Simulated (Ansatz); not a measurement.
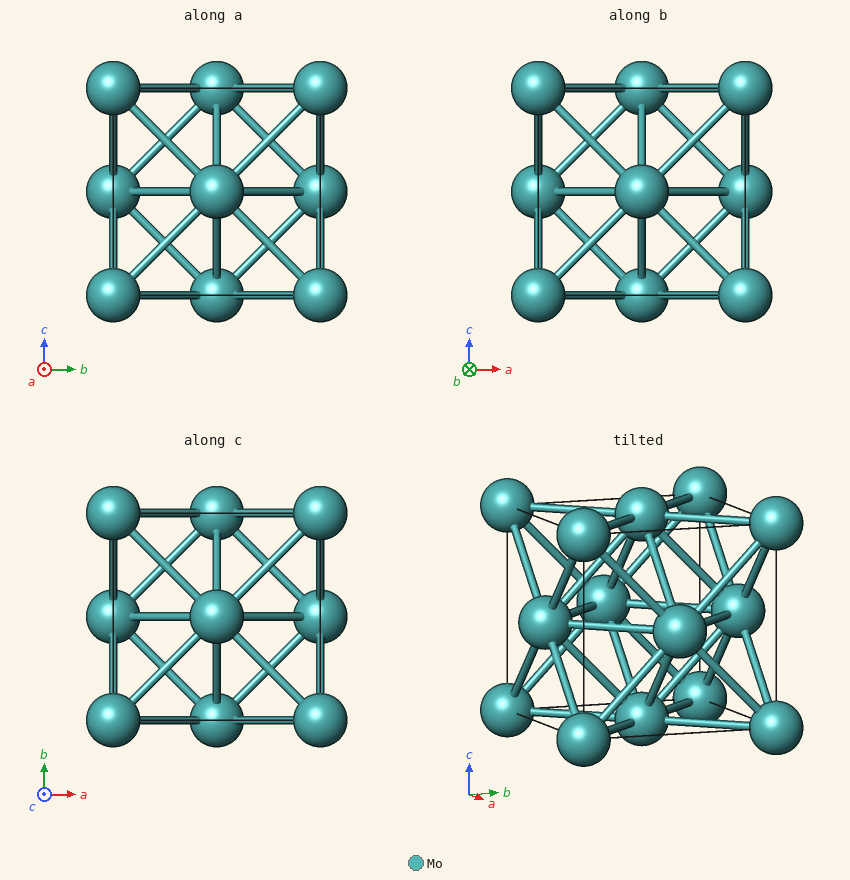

The image is a ball-and-stick drawing of a crystal, viewed along the a axis, along the b axis, along the c axis and slightly off an axis. The conventional unit cell is outlined; an atom on or near a face, edge or corner is repeated at each equivalent position.

Lattice parameters: a = 4.003 Å, b = 4.003 Å, c = 4.003 Å, α = 90.00°, β = 90.00°, γ = 90.00°.

Give the atomic positions as a table of Wyckoff sites.

Space group Fm-3m (No. 225).
```
atom  site       x       y       z
  Mo    4a  0.0000  0.0000  0.0000
```

The structure was taken from a structure type filled with this element by a generator (whether the element takes this form wasn't checked). Earlier steps of the study may have refined or changed the cell and positions. It went into a calculation with Ansatz.
